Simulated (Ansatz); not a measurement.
## Electronic structure of Si in real space

```xyz
4
Lattice="0.0000 -2.7348 -2.7348 0.0000 2.7348 -2.7348 5.4695 0.0000 0.0000" Properties=species:S:1:pos:R:3 pbc="T T T"
Si    4.7858   -0.6255   -2.1526
Si    2.0511   -0.7418   -4.6843
Si    0.6837    0.5822   -0.6255
Si    3.4185    0.7852   -3.4766
```

Space group P2₁2₁2₁; changed on purpose from its base cell (mode 4 frozen in at -0.117 Å, equal normal strain along x, y and z +0.0000); PAW files of the earlier set (soft_1).

All numbers below come from DFT PBE, scalar-relativistic, plane waves, PAW (Ansatz 0.2.0).

In a PAW calculation such maps are meaningful between the atoms, not at the nuclei.

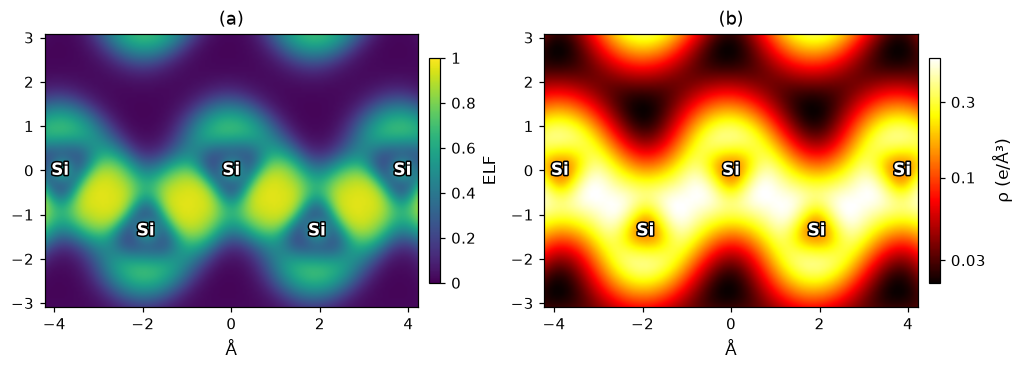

Figure 1. (a) ELF; (b) valence pseudo-density on the (100) plane of the conventional cell.

Describe what can be read from this map.

Answer. Atoms in the plane: Si. Si–Si (2.37 Å): the density is about 0.56 e/Å³ at the midpoint; the ELF peaks at about 0.95 between the atoms, as expected for a covalent bond. Between the atoms the lowest density in this plane is 0.02 e/Å³.

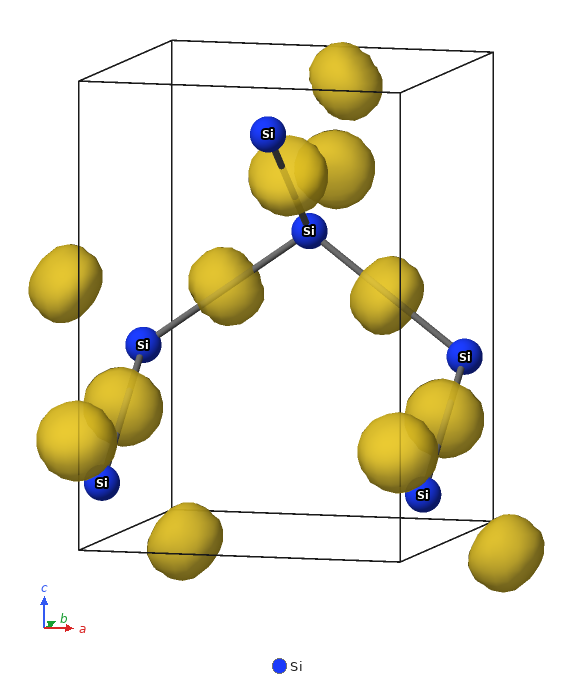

Figure 2. Isosurface of the ELF at 0.9 (yellow), seen slightly off an axis. Core shells and regions of very low density are left out. Sticks mark near contacts.

What do the ELF domains correspond to?

Answer. The surface consists of eight regions between bonded Si–Si atoms (shared pairs), counted in one cell of 4 atoms. Regions shared between cells count once.

Does the calculation make it a metal, or give it a gap?

Answer. It is gapped, with a Kohn–Sham gap of 0.56 eV on the k-point mesh (the band edges may lie off the mesh, which would make the gap smaller).
